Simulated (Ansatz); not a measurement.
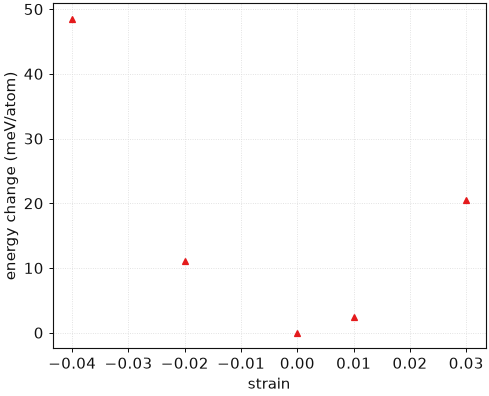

The picture above shows the energy change against strain.

Calculation (Ansatz 0.2.0): homogeneous strain of a crystal along one Voigt pattern with engineering shear, fractional coordinates fixed, by plane-wave density functional theory with PAW datasets, free energies less that of the undisturbed cell, pressure positive in compression; scalar-relativistic. Level: PBEsol, no spin polarisation.

Question: For which of these solids was it computed?
A. HfN, Fm-3m (No. 225), 11.5 Å³/atom, strain pattern [1, -1, 0, 0, 0, 0]
B. Ta, P6_3/mmc (No. 194), 18.1 Å³/atom, strain pattern [0, 0, 1, 0, 0, 0]
C. WC, Fm-3m (No. 225), 10.3 Å³/atom, strain pattern [1, 0, 0, 0, 0, 0]

Answer: C, WC: energy change from 0.00 meV/atom to 48.52 meV/atom. The others give: Ta, energy change from 0.00 meV/atom to 68.73 meV/atom; HfN, energy change from 0.00 meV/atom to 13.81 meV/atom.

For HfN, limits of the calculation: no spin polarisation, a magnetic state may lie lower; reference crystal is not relaxed.
